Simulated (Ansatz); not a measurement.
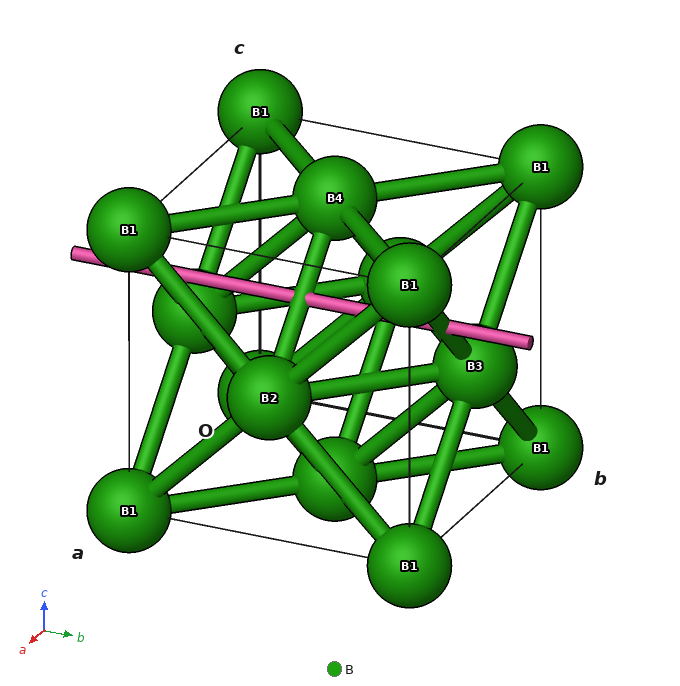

For B, the geometry relaxed with Ansatz, DFT, PBEsol, plane waves (420 eV) with PAW, scalar-relativistic; the starting structure was generated, so it need not be a known form of this composition: the coloured rod is the axis of a symmetry operation of the crystal. Symmetry computed with spglib at a tolerance of 0.002 Å; standard conventional cell.

a = 2.856 Å, b = 2.856 Å, c = 2.856 Å, α = 90.00°, β = 90.00°, γ = 90.00°.

```csv
atom,x,y,z
B1,0.0000,0.0000,0.0000
B2,0.0000,0.5000,0.5000
B3,0.5000,0.0000,0.5000
B4,0.5000,0.5000,0.0000
```

Take the operation x, y, z → −x+3/2, y, −z+3/2.

> What kind of operation is it, and where does it lie?

It is a 2-fold rotation, about the line along [0 1 0] through (3/4, 1/2, 3/4).

> Onto which atom does it carry each atom (up to whole multiples of a, b and c)?

B1 → B3, B2 → B4, B3 → B1, B4 → B2.

> What is the crystal's space group?

Fm-3m, No. 225.
